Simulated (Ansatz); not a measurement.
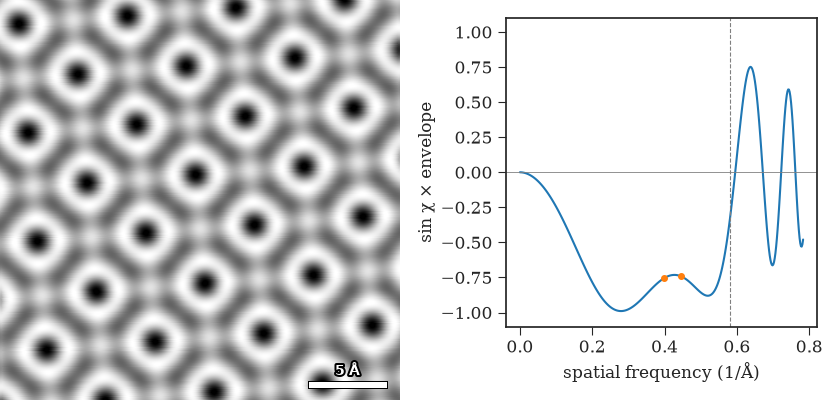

Phase-contrast TEM-like image of Pt (Pm-3n, No. 223) along [001]. Simulated in the weak-phase-object approximation with neutral-atom potentials: 300 kV, Cs = 0.60 mm, defocus −412 Å (negative is underfocus), defocus spread 30 Å, aperture 0.58 1/Å. A slight drift was added. Structure: coordinates from a relaxation with Ansatz 0.2.0, DFT, r2SCAN, plane waves (500 eV) with PAW, scalar-relativistic; the starting structure was generated, so it need not be a known form of this composition.

The plot gives the contrast transfer function, the aperture (dashed) and the crystal's spatial frequencies that carry visible contrast (dots).

Question: What point resolution do these settings give, and which lattice spacings pass?

Answer: About 1.7 Å (0.66 |Cs|^(1/4) λ^(3/4) with λ = 0.0197 Å). The spacings that carry visible contrast are {200} at 2.51 Å, {210} at 2.25 Å. Columns 1.26 Å apart are closer than that and merge.

Question: Do the atom columns appear dark or bright, and why?

Answer: Dark. With positive Cs and underfocus sin χ is negative over the pass band, so the strongest columns (Pt) come out darker than the background.
